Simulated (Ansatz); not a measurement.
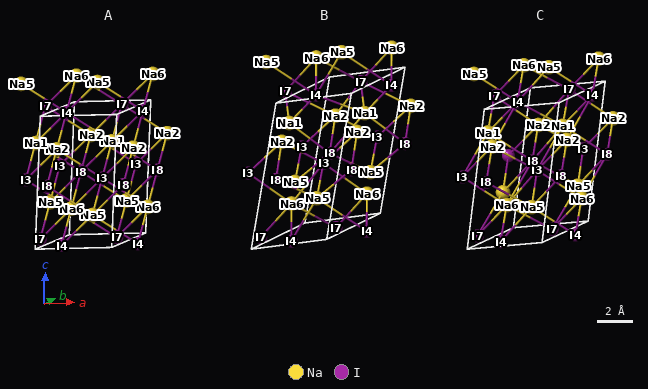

3 geometries from one relaxation of a crystal of NaI (built on the InSe-12 type type), in shuffled order. A ball-and-stick model of the cell of the calculation, reduced to other axes, seen slightly off an axis. Lengths and directions refer to the drawn axes.

Case: shaken.

These are results of DFT, PBEsol, plane waves, PAW (Ansatz), not measurements. (plane-wave cutoff 420 eV; k-point mesh 4 × 4 × 2; occupations fermi dirac; smearing width 0.05 eV; no spin polarisation; cell and atoms relaxed; force threshold 0.01 eV/Å; at most 120 steps)

> Put them in the order of the run, from the start to the converged end.

B, C, A. They are steps 0, 3, 11, at +0.925 eV per cell of the calculation, +0.341 eV per cell of the calculation relative to the last. The largest moves relative to the cell, 0.76 Å, are those of Na1 and I7. I7 goes roughly along [3 −1 1]. By element the largest moves are I 0.76 Å, Na 0.75 Å. The drawn cell changes as follows: a 4.403 → 4.532 Å (+2.9 %), b 8.699 → 7.839 Å (−9.9 %), c 8.786 → 7.839 Å (−10.8 %), α 62.9° → 70.7°, β 75.7° → 90.0°, γ 75.7° → 90.0°; the volume changes by −8.4 %. Some distances before and after: Na1–I3 4.697 → 3.197 Å, Na6–I8 4.523 → 3.198 Å, Na5–I7 4.450 → 3.198 Å, Na2–I4 4.360 → 3.197 Å. New bonds form, among them: Na1–I3 (4.70 → 3.20 Å), Na2–I4 (4.36 → 3.20 Å), Na5–I7 (4.45 → 3.20 Å), Na6–I8 (4.52 → 3.20 Å). Bond angles that change, for instance: I4–Na5–I8 162.7° → 179.9°, Na2–I7–Na6 162.8° → 179.9°, Na1–I7–Na6 74.1° → 90.1°. Within 0.06 Å the space group is P1 at the start and Fm-3m at the end; at a tighter tolerance small leftover displacements or strains of the cell lower it. Over 9 accepted moves (11 points after the start) the energy falls by 0.925 eV per cell of the calculation. Largest force component: 0.75 eV/Å at the start, 0.0014 eV/Å at the end. Pressure: 0.65 GPa at the start and 0.00 GPa at the end. The SCF was repeated twice at an unchanged geometry on a basis and grid sized afresh for the cell, which shifted the energy by 4.6 meV per cell of the calculation at most.
